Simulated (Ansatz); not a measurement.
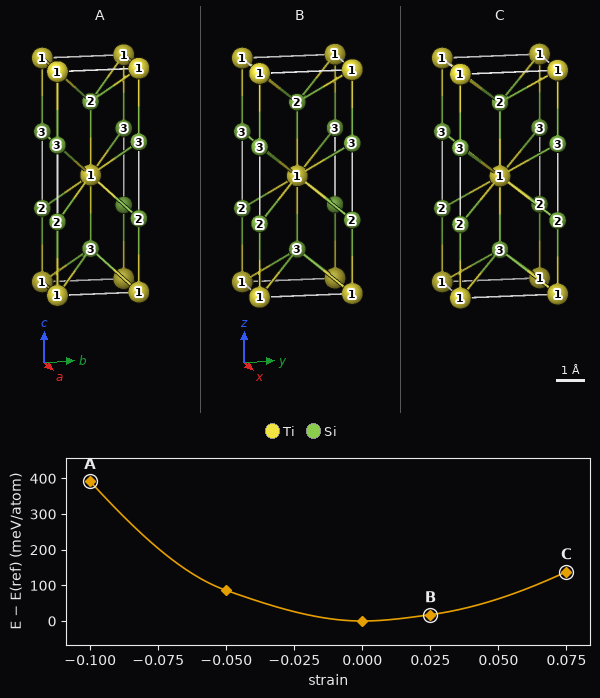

Energy scan for a crystal of TiSi2 (Immm), in which the cell is strained equally along x and y, with the atoms kept at their fractional coordinates. x, y and z are the Cartesian axes of the input. The lettered frames are marked on the plot. The picture is a ball-and-stick view of the conventional cell (2 times the calculation's cell), repeated 1 × 1 × 1 with one cell outlined, seen slightly off an axis. Lengths and directions refer to the drawn axes.

The calculation used Ansatz 0.2.0, DFT r2SCAN, scalar-relativistic, plane waves, PAW. Set-up: plane-wave cutoff 500 eV; k-point mesh 22 × 22 × 22; occupations gaussian; smearing width 0.15 eV; no spin polarisation. Energies (free energies at the smearing named) are counted from the relaxed crystal.

Question: What does the scan show?

Answer: The lowest computed point lies at the strain 0.00 (0 meV/atom). At the ends of the scan the energy is 391 meV/atom (−0.10) and 138 meV/atom (0.075). The distortion keeps the space group Immm. At the strain −0.10 the cell of the drawing goes a 2.946 → 2.652 Å, b 3.392 → 3.053 Å.
